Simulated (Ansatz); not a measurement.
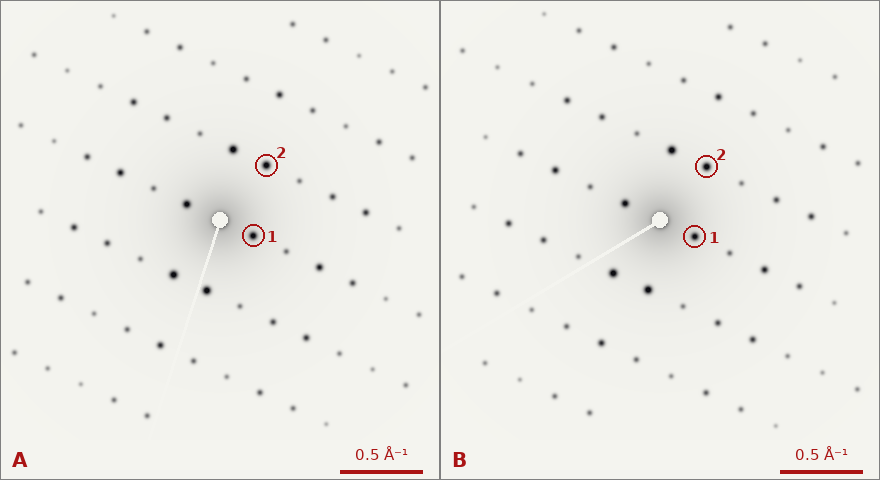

Kinematic electron diffraction patterns (200 kV, B = 0.5 Å², same scale) along [1-10] of the run's own cell, for the start and the end of one relaxation of TaSi2 with DFT PBE, scalar-relativistic, plane waves, PAW (Ansatz 0.2.0). k mesh 16×16×16. The start is a generated model structure, and the relaxation ends in the nearest stationary point of its symmetry, not necessarily the ground state. Spot 1 is -2 -2 2 and spot 2 is -1 -1 0 in both.

Start structure:

```yaml
crystal:
  lattice:
    - [-1.69155, 1.69155, 8.44114]
    - [1.69155, -1.69155, 8.44114]
    - [1.69155, 1.69155, -8.44114]
  atoms:
    - { symbol: Ta, position: [0.00000, 0.00000, 0.00000] }
    - { symbol: Ta, position: [0.75000, 0.25000, 0.50000] }
    - { symbol: Si, position: [0.42561, 0.42561, 0.00000] }
    - { symbol: Si, position: [0.17561, 0.67561, 0.50000] }
    - { symbol: Si, position: [0.32439, 0.82439, 0.50000] }
    - { symbol: Si, position: [0.57439, 0.57439, 0.00000] }
```

Question: Which pattern belongs to the start structure, and which to the relaxed one?

Answer: B is the start: its cell gives d(1) = 4.221 Å, d(2) = 2.302 Å and an angle of 74.2°. A is the relaxed structure, with d(1) = 4.436 Å (+5.1 %), d(2) = 2.272 Å (-1.3 %) and 75.2°.

Question: What did the relaxation do to the structure and the energy?

Answer: The volume changed by +1.4 % to 16.33 Å³ an atom; the fractional coordinates hardly changed; the space group stayed I4_1/amd (No. 141); the free energy fell by 5.5 meV an atom. Relaxed cell: a = 9.178 Å, b = 9.178 Å, c = 9.178 Å, α = 159.14°, β = 159.14°, γ = 29.67°.
